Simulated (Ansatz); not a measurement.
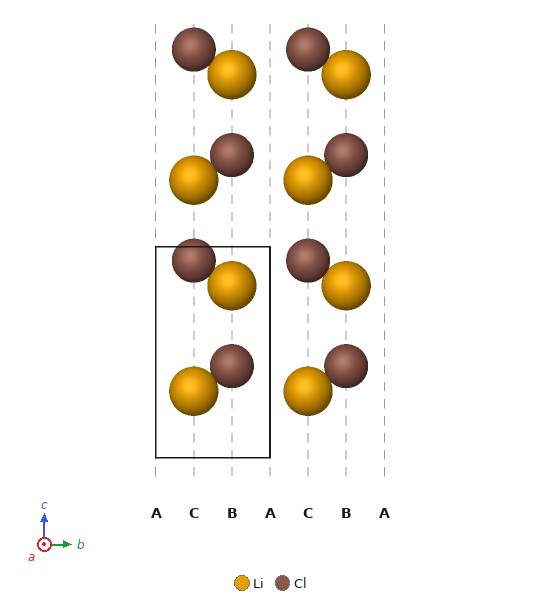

The picture looks along a close-packed row of the hexagonal mesh; c points upwards. The dashed lines mark the three columns A (0, 0), B (1/3, 2/3) and C (2/3, 1/3). The sequence starts with the first layer at or above the cell's origin.

System LiCl (space group P6_3mc, No. 186); source of the atomic positions: the end point of a relaxation with Ansatz 0.2.0, DFT PBE, scalar-relativistic, plane waves, PAW; the starting structure was generated, so it need not be a known form of this composition.

### Give the sequence of layers in one repeat, with element and column.

Li(C) – Cl(B) – Li(B) – Cl(C) (four layers in 6.28 Å).

### How are the Cl layers alone stacked?

Cl layers alone: BC, the hexagonal close-packed type.

### Which positions between or in the Cl layers do the other atoms fill?

Li: two tetrahedral sites (per hexagonal cell).

### What short polytype symbol fits?

Polytype symbol 2H, the symbol of a tetrahedral polytype (number of double layers in the repeat and lattice).

Heights of the layers:

```
layer  atoms (column)  height (Å)  to next (Å)
    1           Li(C)        1.98         0.75
    2           Cl(B)        2.73         2.39
    3           Li(B)        5.12         0.75
    4           Cl(C)        5.87         2.39
```
